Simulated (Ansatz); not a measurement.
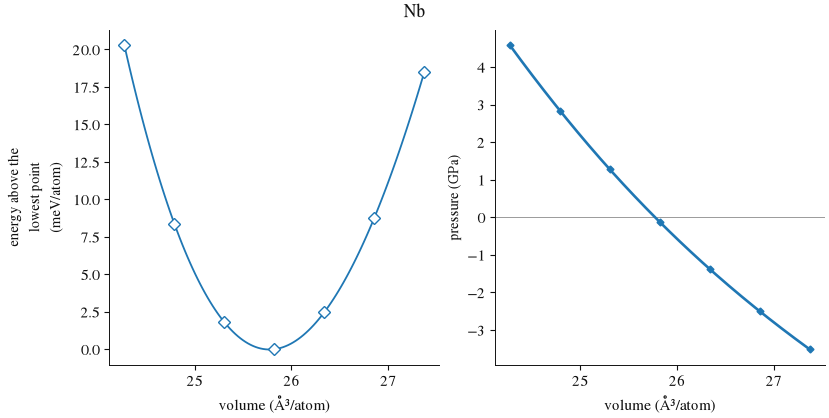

The plot gives the computed energy above the lowest point and pressure against volume for Nb, space group Fd-3m (No. 227) (one of a set of cubic test structures, which need not be the stable phase).

Calculation (Ansatz 0.2.0 development build): equation of state of a cubic crystal from periodic Kohn-Sham density functional theory without spin, third-order Birch-Murnaghan fit to the free energies; pressure corrected for the finite basis. Level: PBE.

structure type diamond; atoms in cell 2; space group number 227; lattice centring face-centred primitive; k mesh 16×16×16; occupation method Fermi–Dirac; occupation width 0.06123 eV; wave cutoff 700 eV; datasets hard PAW; density tolerance 1e−09 eV; bands 17; density cutoff ratio 4; search for lower states default.

### What equilibrium volume and bulk modulus follow from the curve?

A third-order Birch–Murnaghan fit gives V0 = 25.77 Å³/atom, B0 = 66.8 GPa and B′ = 4.5.

### What does the pressure do across the range?

It falls from 4.577 GPa at volume 24.27 Å³/atom to −3.520 GPa at 27.37 Å³/atom, and changes sign near 25.78 Å³/atom.

Note: cubic model structure, not the ambient form.

The computed values:

```json
{"volume (Å³/atom)": "24.27", "energy above the lowest point (meV/atom)": "20.3", "pressure (GPa)": "4.577"}
{"volume (Å³/atom)": "24.79", "energy above the lowest point (meV/atom)": "8.4", "pressure (GPa)": "2.839"}
{"volume (Å³/atom)": "25.31", "energy above the lowest point (meV/atom)": "1.8", "pressure (GPa)": "1.271"}
{"volume (Å³/atom)": "25.82", "energy above the lowest point (meV/atom)": "0.0", "pressure (GPa)": "-0.130"}
{"volume (Å³/atom)": "26.34", "energy above the lowest point (meV/atom)": "2.5", "pressure (GPa)": "-1.383"}
{"volume (Å³/atom)": "26.86", "energy above the lowest point (meV/atom)": "8.8", "pressure (GPa)": "-2.506"}
{"volume (Å³/atom)": "27.37", "energy above the lowest point (meV/atom)": "18.5", "pressure (GPa)": "-3.520"}
```
